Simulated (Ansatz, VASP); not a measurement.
# Cross-check of Co (free-standing square Co monolayer, spacing 2.5 A) between VASP and Ansatz

Wanted: the spread between two codes on one cell, functional and k mesh.

Method: plane waves, with VASP 6.6.1 beside it; single point at PBE, in Ansatz 0.2.0.

**1. The structure**

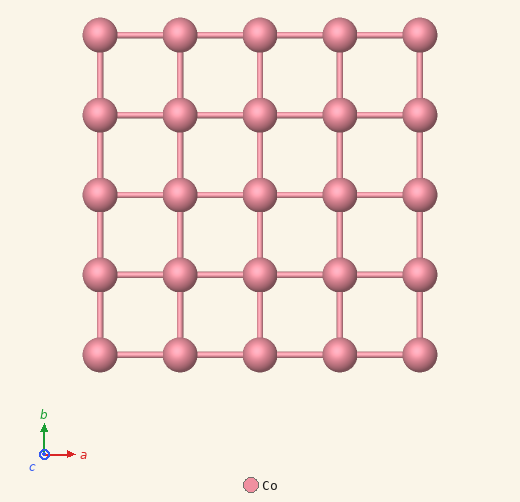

The cell as given, from above (cobalt pink). 2×2×1 cells are drawn. Some periodic images of atoms are drawn too.

The cell holds 4 atoms: 4 Co. Its edges and angles: a = 5.000 Å, b = 5.000 Å, c = 14.000 Å, α = 90.0°, β = 90.0°, γ = 90.0°. It derives from Co (free-standing square Co monolayer, spacing 2.5 A), repeated 2×2×1. As first built, before any earlier steps moved the atoms: model lattice. Vacuum lies along c.

Structure file:

```xyz
4
Lattice="5.0000 0.0000 0.0000 0.0000 5.0000 0.0000 0.0000 0.0000 14.0000" Properties=species:S:1:pos:R:3
Co    0.0000    0.0000    7.0000
Co    0.0000    2.5000    7.0000
Co    2.5000    0.0000    7.0000
Co    2.5000    2.5000    7.0000
```

**2. VASP: single point, PBE**

With cell and atoms fixed, the geometry can't cause a difference; cores, projectors, grids and the points listed under the comparison can.

Lines of VASP's logs that name or quote its potential files are left out, and so is its time.

The input, INCAR:

```
SYSTEM = Co
PREC = Normal
ENCUT = 350
EDIFF = 1E-06
NELM = 150
ISMEAR = 1
SIGMA = 0.05
LREAL = .FALSE.
ALGO = Normal
GGA = PE
NBANDS = 32
ISPIN = 2
MAGMOM = 2 2 -2 -2
LMAXMIX = 4
LORBIT = 11
LWAVE = .FALSE.
LCHARG = .FALSE.
KPAR = 2
AMIX = 0.2
BMIX = 1E-04
AMIX_MAG = 0.8
BMIX_MAG = 1E-04
```

The input, POSCAR:

```
Co
1.0
    5.0000000000      0.0000000000      0.0000000000
    0.0000000000      5.0000000000      0.0000000000
    0.0000000000      0.0000000000     14.0000000000
Co
4
Direct
    0.0000000000      0.0000000000      0.5000000000
    0.0000000000      0.5000000000      0.5000000000
    0.5000000000      0.0000000000      0.5000000000
    0.5000000000      0.5000000000      0.5000000000
```

The input, KPOINTS:

```
Automatic mesh
0
Gamma
5 5 1
0 0 0
```

The projector-augmented-wave data sets are Co (PBE family, release 64).

On the command line:

```console
> mpirun -np 2 vasp_std
```

Numbers of over 12 decimals in the logs are rounded to 6 here.

Log:

```text
[banner, memory and clock lines left out]
running    2 mpi-ranks, on    1 nodes
 distrk:  each k-point on    1 cores,    2 groups
 distr:  one band on    1 cores,    1 groups

 POSCAR found type information on POSCAR Co
 POSCAR found :  1 types and       4 ions
 LDA part: xc-table for (Slater+PW92), standard interpolation
 POSCAR, INCAR and KPOINTS ok, starting setup
 FFT: planning ... GRIDC
 FFT: planning ... GRID_SOFT
 FFT: planning ... GRID
 WAVECAR not read
 entering main loop
       N       E                     dE             d eps       ncg     rms          rms(c)
DAV:   1     0.165226307614E+03    0.16523E+03   -0.10058E+04  1152   0.650E+02
DAV:   2    -0.145982006709E+02   -0.17982E+03   -0.16618E+03  1176   0.202E+02
DAV:   3    -0.212617246989E+02   -0.66635E+01   -0.64933E+01  1408   0.482E+01
DAV:   4    -0.213561647493E+02   -0.94440E-01   -0.94374E-01  1376   0.662E+00
DAV:   5    -0.213584465466E+02   -0.22818E-02   -0.22817E-02  1760   0.662E-01    0.159E+01
DAV:   6    -0.191637633632E+02    0.21947E+01   -0.16290E+01  1312   0.408E+01    0.807E+00
DAV:   7    -0.189660729303E+02    0.19769E+00   -0.92503E-01  1312   0.102E+01    0.403E+00
DAV:   8    -0.189180005614E+02    0.48072E-01   -0.20218E-01  1240   0.231E+00    0.284E+00
DAV:   9    -0.188969320949E+02    0.21068E-01   -0.19539E-01  1168   0.293E+00    0.228E+00
DAV:  10    -0.189085349327E+02   -0.11603E-01   -0.38988E-02  1168   0.121E+00    0.209E+00
DAV:  11    -0.189259297698E+02   -0.17395E-01   -0.19725E-02  1568   0.865E-01    0.198E+00
DAV:  12    -0.189242037770E+02    0.17260E-02   -0.86306E-02  1360   0.296E+00    0.117E+00
DAV:  13    -0.189534253570E+02   -0.29222E-01   -0.26846E-02  1184   0.125E+00    0.617E-01
DAV:  14    -0.189622093838E+02   -0.87840E-02   -0.47698E-03  1232   0.632E-01    0.304E-01
DAV:  15    -0.189636459296E+02   -0.14365E-02   -0.27964E-03  1320   0.411E-01    0.138E-01
DAV:  16    -0.189642643932E+02   -0.61846E-03   -0.83932E-04  1336   0.225E-01    0.646E-02
DAV:  17    -0.189642914512E+02   -0.27058E-04   -0.98673E-05  1312   0.821E-02    0.495E-02
DAV:  18    -0.189643357540E+02   -0.44303E-04   -0.32034E-05  1264   0.742E-02    0.224E-02
DAV:  19    -0.189643387085E+02   -0.29545E-05   -0.14197E-05  1216   0.323E-02    0.126E-02
DAV:  20    -0.189643421327E+02   -0.34243E-05   -0.92016E-07   864   0.991E-03    0.583E-03
DAV:  21    -0.189643471727E+02   -0.50400E-05   -0.11925E-06   856   0.935E-03    0.207E-03
DAV:  22    -0.189643465405E+02    0.63228E-06   -0.51529E-07   824   0.544E-03
   1 F= -.18964347E+02 E0= -.18964762E+02  d E =0.124568E-02  mag=     0.0000
```

Parts of OUTCAR (step 2):

```text
ion  position               nearest neighbor table
   1  0.000  0.000  0.500-   2 2.50   3 2.50   2 2.50   3 2.50
   2  0.000  0.500  0.500-   1 2.50   4 2.50   1 2.50   4 2.50
   3  0.500  0.000  0.500-   1 2.50   4 2.50   4 2.50   1 2.50
   4  0.500  0.500  0.500-   2 2.50   3 2.50   3 2.50   2 2.50

  LATTYP: Found a simple tetragonal cell.
 ALAT       =     5.0000000000
 C/A-ratio  =     2.8000000000

 Subroutine GETGRP returns: Found 16 space group operations
 (whereof 16 operations were pure point group operations)

The static configuration has the point symmetry D_4h.

 Found      9 irreducible k-points:

   k-points           NKPTS =      9   k-points in BZ     NKDIM =      9   number of bands    NBANDS=     32

   dimension x,y,z NGX =    24 NGY =   24 NGZ =   64
   dimension x,y,z NGXF=    48 NGYF=   48 NGZF=  128

   ENCUT  =  350.0 eV  25.72 Ry    5.07 a.u.   7.63  7.63 21.36*2*pi/ulx,y,z

   NELECT =      36.0000    total number of electrons

 k-points in reciprocal lattice and weights: Automatic mesh
   0.00000000  0.00000000  0.00000000       0.040
   0.20000000  0.00000000  0.00000000       0.080
   0.00000000  0.20000000  0.00000000       0.080
   0.40000000  0.00000000  0.00000000       0.080
   0.00000000  0.40000000  0.00000000       0.080
   0.20000000  0.20000000  0.00000000       0.160
   0.40000000  0.20000000  0.00000000       0.160
  -0.20000000  0.40000000  0.00000000       0.160
   0.40000000  0.40000000  0.00000000       0.160

 average (electrostatic) potential at core
       1 -90.8188       2 -90.8188       3 -90.8188       4 -90.8188

 E-fermi :  -2.3820

 spin component 1
 k-point     1 :       0.0000    0.0000    0.0000
  band No.  band energies     occupation
    ...
     12      -3.7479      1.00000
     13      -3.4408      1.00000
     14      -2.7885      1.00000
     15      -2.5879      1.00000
     16      -2.3919      0.66303
     17      -2.2886     -0.01191
     18      -1.8832     -0.00000
     19      -1.8079     -0.00000
     20      -1.7366     -0.00000
     21      -1.6154     -0.00000
    ...

 k-point     2 :       0.2000    0.0000    0.0000
  band No.  band energies     occupation
    ...
     13      -3.4551      1.00000
     14      -3.1654      1.00000
     15      -2.9208      1.00000
     16      -2.5043      1.00148
     17      -2.4483      1.03409
     18      -2.2802     -0.00708
     19      -1.8974     -0.00000
     20      -1.8840     -0.00000
     21      -1.7368     -0.00000
     22      -1.5748     -0.00000
    ...

 k-point     3 :       0.0000    0.2000    0.0000
  band No.  band energies     occupation
    ...
     13      -3.3387      1.00000
     14      -2.7102      1.00000
     15      -2.6439      1.00000
     16      -2.5704      1.00000
     17      -2.4120      0.91982
     18      -2.2360     -0.00014
     19      -2.2358     -0.00014
     20      -1.8741     -0.00000
     21      -1.8325     -0.00000
     22      -1.7150     -0.00000
    ...

 k-point     4 :       0.4000    0.0000    0.0000
  band No.  band energies     occupation
    ...
     14      -3.5694      1.00000
     15      -3.4786      1.00000
     16      -3.2880      1.00000
     17      -2.7010      1.00000
     18      -2.5281      1.00014
     19      -2.3387     -0.00509
     20      -1.8853     -0.00000
     21      -1.7382     -0.00000
     22      -1.6264     -0.00000
     23      -0.3288      0.00000
    ...

 k-point     5 :       0.0000    0.4000    0.0000
  band No.  band energies     occupation
    ...
     15      -2.6513      1.00000
     16      -2.5876      1.00000
     17      -2.5236      1.00023
     18      -2.4962      1.00289
     19      -2.4632      1.02195
     20      -2.2009     -0.00000
     21      -2.0960     -0.00000
     22      -1.9182     -0.00000
     23      -0.3344      0.00000
     24       0.5323      0.00000
    ...

 k-point     6 :       0.2000    0.2000    0.0000
  band No.  band energies     occupation
    ...
     12      -3.9454      1.00000
     13      -3.3473      1.00000
     14      -3.2359      1.00000
     15      -2.8542      1.00000
     16      -2.5312      1.00010
     17      -2.3294     -0.02975
     18      -2.2613     -0.00168
     19      -2.2345     -0.00012
     20      -2.1514     -0.00000
     21      -1.8129     -0.00000
    ...

  Total       -6.5997273    -10.4231276     -0.1282400      0.0000000      0.0000000      0.0000000
  in kB      -30.2112383    -47.7134250     -0.5870378      0.0000000      0.0000000      0.0000000
  external PRESSURE =     -26.1705671 kB  Pullay stress =       0.0000000 kB

  energy-cutoff  :      350.00
  volume of cell :      350.00
      direct lattice vectors                 reciprocal lattice vectors
     5.000000000  0.000000000  0.000000000     0.200000000  0.000000000  0.000000000
     0.000000000  5.000000000  0.000000000     0.000000000  0.200000000  0.000000000
     0.000000000  0.000000000 14.000000000     0.000000000  0.000000000  0.071428571

 POSITION                                       TOTAL-FORCE (eV/Angst)
 -----------------------------------------------------------------------------------
      0.00000      0.00000      7.00000         0.000000     -0.000000      0.000000
      0.00000      2.50000      7.00000        -0.000000      0.000000      0.000000
      2.50000      0.00000      7.00000        -0.000000     -0.000000     -0.000000
      2.50000      2.50000      7.00000         0.000000      0.000000      0.000000
 -----------------------------------------------------------------------------------
    total drift:                                0.000000      0.000000     -0.000000

  FREE ENERGIE OF THE ION-ELECTRON SYSTEM (eV)
  ---------------------------------------------------
  free  energy   TOTEN  =       -18.9643465405 eV

  energy  without entropy=      -18.9655922235  energy(sigma->0) =      -18.96476177

 total charge
# of ion       s       p       d       tot
------------------------------------------
    1        0.442   0.206   7.165   7.813
    2        0.442   0.206   7.165   7.813
    3        0.442   0.206   7.165   7.813
    4        0.442   0.206   7.165   7.813
--------------------------------------------------
tot          1.768   0.824  28.661  31.253

 magnetization (x)
# of ion       s       p       d       tot
------------------------------------------
    1        0.027   0.015   1.848   1.890
    2        0.027   0.015   1.848   1.890
    3       -0.027  -0.015  -1.848  -1.890
    4       -0.027  -0.015  -1.848  -1.890
--------------------------------------------------
tot         -0.000   0.000   0.000   0.000

[... 1 further part left out ...]
```

[end of part 1 of 2]

[Lines on the potential files, build, host, timing and source positions are cut from VASP's logs without a mark.]

[Logs are printed without paths, hosts, clocks, repeated set-up lines and the standing remarks that a program may print on its own settings, such as how far it seeks lower states.]

[Hosts, paths, dates, database ids (printed as entryN), source tags and the programs' standing remarks are cut or masked in the printed files.]
